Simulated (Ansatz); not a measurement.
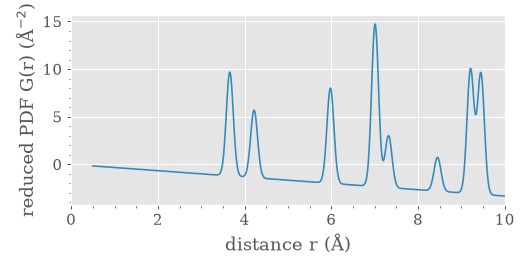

Computed neutron G(r), with each pair weighted by the product of the tabulated coherent neutron scattering lengths (natural isotope mix where the element has one) and a uniform peak width σ = 0.08 Å.

Candidate structures:

A. 
```yaml
crystal:
  lattice:
    - [4.22500, 0.00000, 0.00000]
    - [0.00000, 4.22500, 0.00000]
    - [0.00000, 0.00000, 4.22500]
  atoms:
    - { symbol: Na, position: [0.00000, 0.00000, 0.00000] }
    - { symbol: Na, position: [0.50000, 0.50000, 0.50000] }
```

B. 
```xyz
8
Lattice="7.5703 0.0000 0.0000 0.0000 7.5703 0.0000 0.0000 0.0000 7.5703" Properties=species:S:1:pos:R:3 pbc="T T T"
Na    5.6777    5.6777    5.6777
Na    0.0000    3.7852    0.0000
Na    5.6777    1.8926    1.8926
Na    0.0000    0.0000    3.7852
Na    1.8926    5.6777    1.8926
Na    3.7852    3.7852    3.7852
Na    1.8926    1.8926    5.6777
Na    3.7852    0.0000    0.0000
```

C. 
```
Na
1.0
     6.45522    0.00000    0.00000
     0.00000    6.45522    0.00000
     0.00000    0.00000    6.45522
Na
8
Direct
  0.00000 0.00000 0.00000
  0.50000 0.50000 0.50000
  0.25000 0.00000 0.50000
  0.75000 0.00000 0.50000
  0.50000 0.25000 0.00000
  0.50000 0.75000 0.00000
  0.00000 0.50000 0.25000
  0.00000 0.50000 0.75000
```

Origins: A, the input geometry of an electronic-structure calculation (not necessarily at equilibrium); B, coordinates from a relaxation with Ansatz 0.2.0, DFT, PBE, plane waves (420 eV) with PAW, scalar-relativistic; the starting structure was generated, so it need not be a known form of this composition; C, the input geometry of an electronic-structure calculation (not necessarily at equilibrium); the starting structure was generated, so it need not be a known form of this composition.

### From which structure was the curve computed?

Candidate A, Na, Im-3m (first clear peaks at 3.66 Å (Na–Na) and 4.22 Å (Na–Na)). The others: C would give first clear peaks at 3.23 Å (Na–Na) and 3.61 Å (Na–Na); B would give first clear peaks at 3.28 Å (Na–Na) and 5.35 Å (Na–Na).
